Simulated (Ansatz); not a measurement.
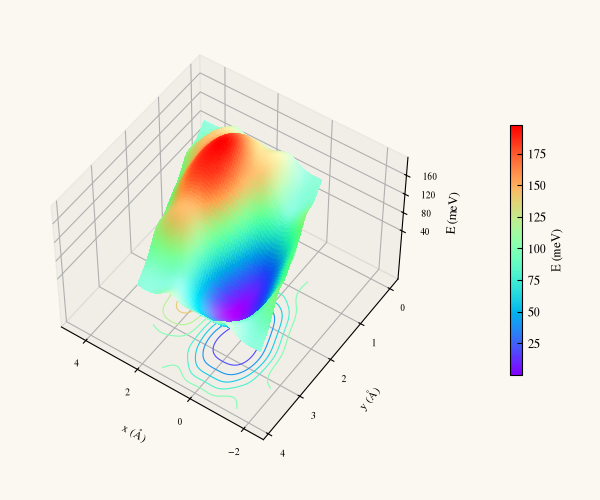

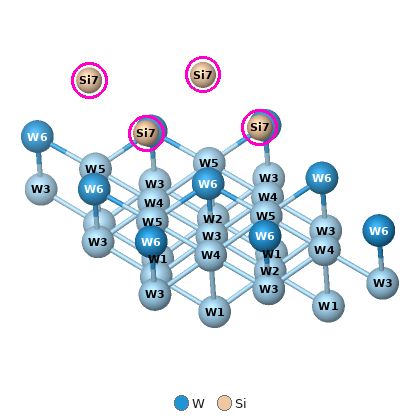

Energy landscape of Si on a W(111) slab cut from the Im-3m phase, its upper half relaxed before the scan (6 atoms of substrate and one adsorbate in a 1 × 1 cell). 
- Si is moved over the surface cell at a fixed height above a rigid substrate; the origin of the map has the adsorbate above W6; the height is held at 3.40 Å.
- Places are given modulo a cell vector. The map is drawn in real space over the plane of the surface.
- The grid has 9 × 9 points; 19 points were computed and 62 follow by symmetry.
- Energies: meV, counted from the lowest grid point.
- The runs have no spin polarisation, so an open-shell adsorbate far from the surface lies too high. With one adsorbate in each 1 × 1 cell, its nearest image is 4.5 Å away, so neighbouring adsorbates interact. At a fixed height the lowest place need not be the adsorption site.
- Theory: Ansatz 0.2.0, DFT PBE+D3(BJ), scalar-relativistic, plane waves, PAW. Settings: cutoff 420 eV, k-mesh 6×6×1, gaussian smearing 0.1 eV, no spin polarisation.

Drawn: a relief with its contours projected below, any walls above the top of the colour scale cut off. Between grid points the surface is interpolated. The second picture is the structure at the lowest point; rings mark the moved atoms.

Question: Describe this landscape.

Answer: The lowest grid point is at a threefold hollow over a second-layer W atom, (3/9, 6/9) of the cell vectors. The highest grid point, a threefold hollow over a third-layer W atom, (6/9, 3/9) of the cell vectors, lies 198 meV above the lowest. On the interpolated surface the easiest way out of the lowest well to its copy in the next cell or period passes a barrier of about 92 meV.

The values on the grid:

```
second ↓, first →  0/9  1/9  2/9  3/9  4/9  5/9  6/9  7/9  8/9
              8/9   92   89   82   54   49   54   82   89   92
              7/9  106   82   34   13   13   34   82  106  113
              6/9  108   54   13    0   13   54  108  139  139
              5/9  101   49   13   13   49  101  142  156  142
              4/9  101   54   34   54  101  150  180  180  150
              3/9  108   82   82  108  142  180  198  180  142
              2/9  106   89  106  139  156  180  180  156  139
              1/9   92   92  113  139  142  150  142  139  113
              0/9   92   92  106  108  101  101  108  106   92
```

Each point was launched as `ansatz run input.yaml --threads 1 --pin off --max-ram 3072MiB --backend cpu --events-out ev --progress --plain --runs-dir out`. The whole map (19 points run) took 50 min on 1 thread of Arm Neoverse N1, with other jobs on the host.

PAW datasets: the set soft_1.
